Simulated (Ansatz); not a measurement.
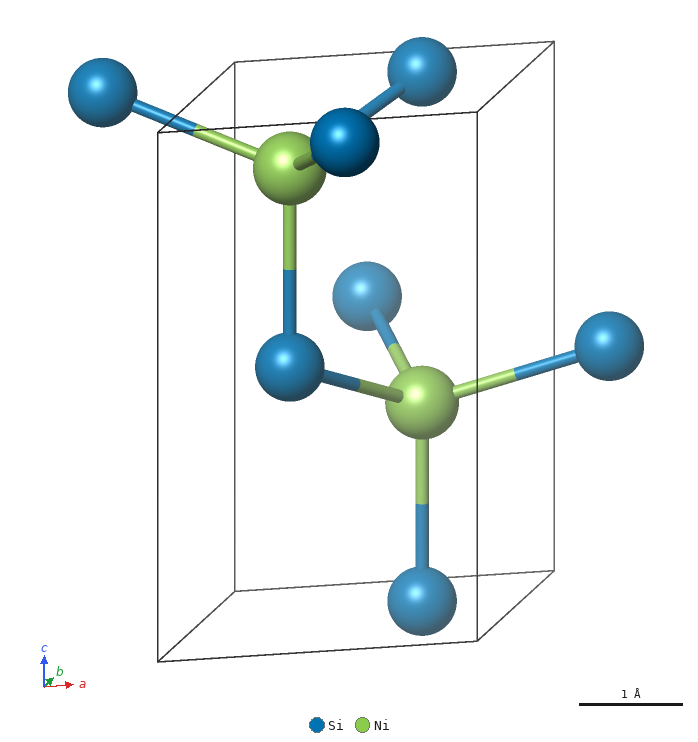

An orthographic ball-and-stick view of the structure, slightly off an axis. One simulation cell is framed, with atoms on its boundary repeated. Some atoms of the next cells are drawn as well.

```
CELL_PARAMETERS angstrom
1.61872 2.80371 0.00000
-1.61872 2.80371 0.00000
0.00000 0.00000 5.26618
ATOMIC_POSITIONS crystal
Si 0.66667 0.66667 0.00000
Si 0.33333 0.33333 0.50000
Ni 0.66667 0.66667 0.37500
Ni 0.33333 0.33333 0.87500
```

Run with DFT, PAW plane waves, PBE (Ansatz 0.2.0) and these settings: cutoff 420 eV, k-points on a 12×12×7 grid, Fermi-Dirac smearing of 0.044 eV, no spin polarisation (a spin-restricted run, not always the ground state). The pressure of the cell is 74 GPa.

Q: How charged are the atoms, by the Bader scheme?

A: Si +1.74 e; Ni -1.74 e.

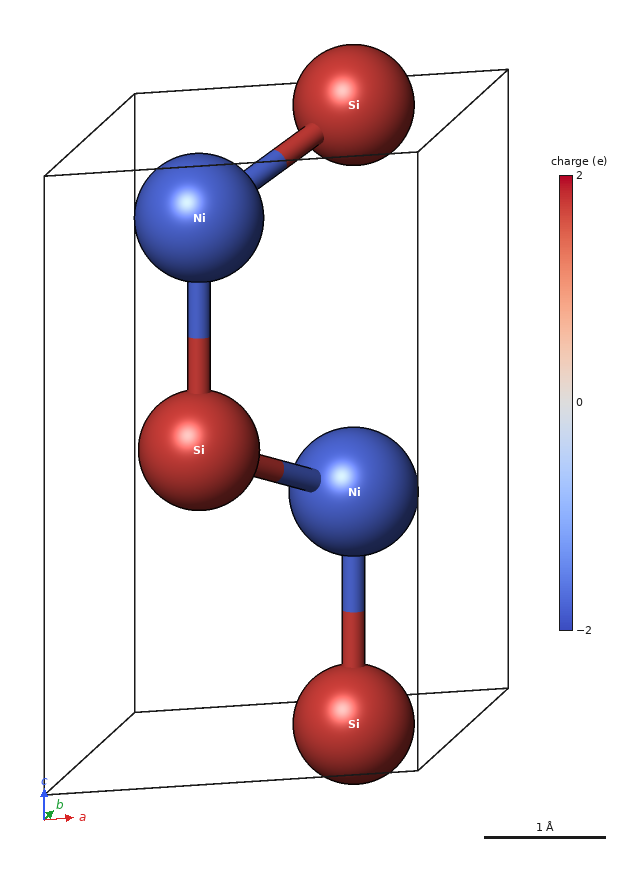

The atoms coloured by those charges.

Shown is a generated cell, made by putting these elements into a known structure type (the compound may or may not exist in this form), as it stood before any relaxation. It went into a calculation with Ansatz.

At this level of theory the cell isn't at rest (compressed, at 74 GPa), so its distances can differ from those at equilibrium, the more so the softer the solid.
